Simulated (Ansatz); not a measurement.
**CdSe: density, localisation and related maps**

The calculation's input:

```
crystal:
  lattice:
    - [1.9822454552, -6.7629495759, 0.0]
    - [1.9822454552, 6.7629495759, 0.0]
    - [0.0, 0.0, 3.9847523351]
  atoms:
    - { symbol: Cd, position: [0.6645654261, 0.3354345739, 0.75] }
    - { symbol: Cd, position: [0.3354345739, 0.6645654261, 0.25] }
    - { symbol: Se, position: [0.8681798534, 0.1318201466, 0.75] }
    - { symbol: Se, position: [0.1318201466, 0.8681798534, 0.25] }
basis:
  ecutwfc: 420
kpoints:
  mp_grid: { grid: [12, 12, 12] }
hamiltonian:
  xc: pbe
scf:
  occupations: { method: gaussian, width: 0.1 }
output:
  forces: true
  stress: true
  eigenvalues: true
  write_density: true
  write_potential: true
  elf: true
  volumetric_format: npy
relax:
  adjacent_minimum: "off"
  f_tol: 0.01
  max_steps: 80
  cell: { stress_tol: 0.05 }
```

Run with:

```sh
ansatz run input.yaml --threads 1 --pin off --max-ram 2560MiB --backend cpu --events-out ev --progress --plain --runs-dir out
```

Below, planes, directions and counts refer to the conventional cell (a = 3.94 Å, b = 14.76 Å, c = 3.95 Å, α = 90.00°, β = 90.00°, γ = 90.00°).

The fields are those of the run's last geometry, not of the input's.

Space group Cmcm; a structure generated by program, which may or may not match a known phase.

The calculation used DFT PBE, scalar-relativistic, plane waves, PAW (Ansatz).

Core electrons are frozen (PAW), and the valence fields are smoothed inside the atomic spheres.

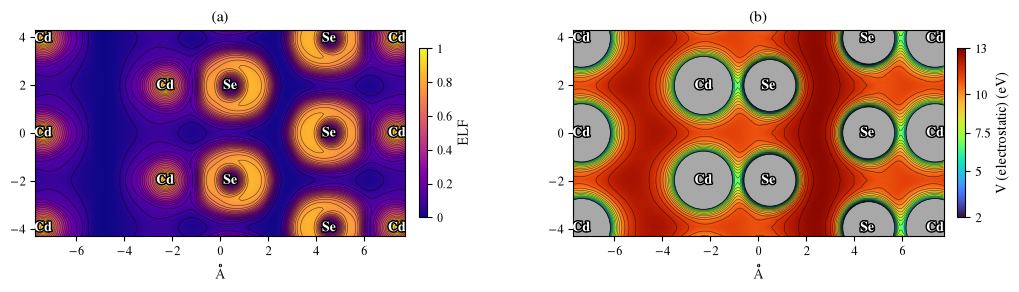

Figure 1. (a) ELF; (b) electrostatic potential (local pseudopotential plus Hartree) felt by an electron on the (100) plane of the conventional cell. Grey discs cover the atomic cores in the potential map.

Q: Read the bonding off the picture.

A: The plane passes through Cd and Se nuclei.
Cd–Se (2.77 Å): the ELF is about 0.40 at the midpoint and 0.15 at its lowest between the atoms.
The features right at Cd lie inside the PAW spheres, where the map follows smoothed inner orbitals and isn't to be read closely.
Outside the cores the potential energy rises away from the atoms and is highest about 2.3 Å from the nearest atoms; its zero is arbitrary.

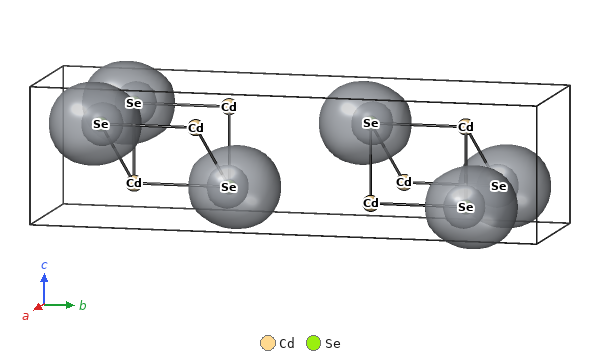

Figure 2. Isosurface of the ELF at 0.7 (grey), seen slightly off an axis. Only the valence region is drawn (cores and ρ < 0.01 e/Å³ removed). Sticks mark near contacts.

Q: Identify the bonds, lone pairs and shells in this picture.

A: The surface consists of four regions wrapped around Se (the valence shell of each), counted in one cell of 8 atoms. Any copies at cell faces, edges or corners count once. Along the contacts the grid gives the following. Cd–Se (2.83 Å): the ELF is about 0.30 at the midpoint and 0.15 at its lowest between the atoms.
